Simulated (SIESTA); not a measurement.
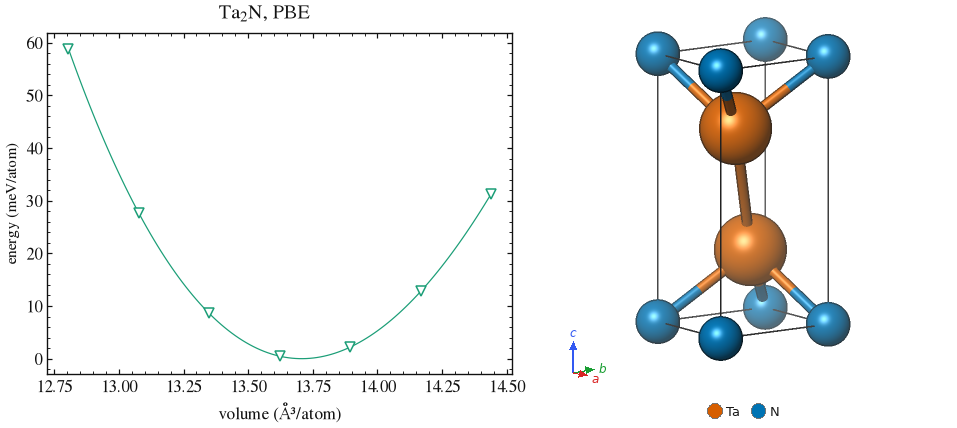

The plot gives the computed energy against volume for Ta₂N, space group P-3m1 (No. 164). The conventional cell is drawn beside the plot.

Starting cell:
```yaml
crystal:
  lattice:
    - [3.11286, 0.00000, 0.00000]
    - [-1.55643, 2.69582, 0.00000]
    - [0.00000, 0.00000, 4.86984]
  atoms:
    - { symbol: Ta, position: [0.33333, 0.66667, 0.25471] }
    - { symbol: Ta, position: [0.66667, 0.33333, 0.74529] }
    - { symbol: N, position: [0.00000, 0.00000, 0.00000] }
```

Computed with SIESTA 5.4.2: DFT in numerical atomic orbitals with pseudopotentials, no spin polarisation; energies at scaled volumes of the given cell, shape and fractions fixed, counted from the fit's minimum, third-order Birch-Murnaghan fit. Level: PBE.

k mesh 10×10×6; occupations Fermi–Dirac; smearing width 0.05 eV; potentials PseudoDojo 0.4 standard, converted to PSML, two zetas on semicore shells; program settings basis DZP, mesh cutoff 800 Ry.

This calculation gives: equilibrium volume 13.71 Å³/atom and bulk modulus 281 GPa.

Now the level changes from PBE to LDA. How do these quantities change?

The equilibrium volume falls from 13.71 to 13.03 Å³/atom (−5.0 %) and the bulk modulus rises from 281 to 317 GPa (+13 %). As usual, the local density approximation binds more tightly than this gradient-corrected functional.

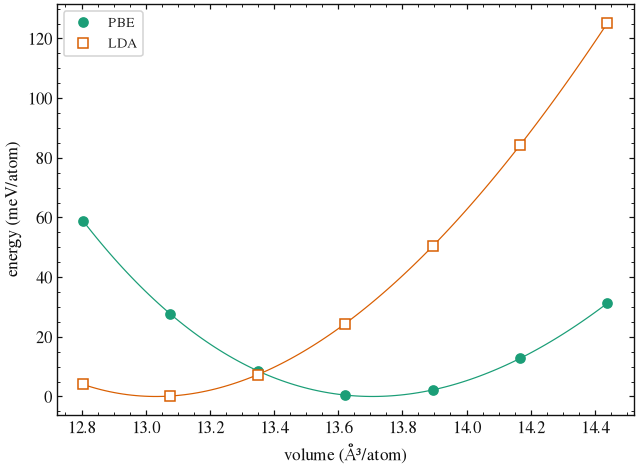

The two results together.

For both, limits of the calculation: mulliken charges of long orbitals; short basis over semicore shells; shape and atomic fractions are frozen while scaling, which makes layered, chain and framework solids too stiff.

V0 and the bulk modulus come from third-order Birch–Murnaghan fits.
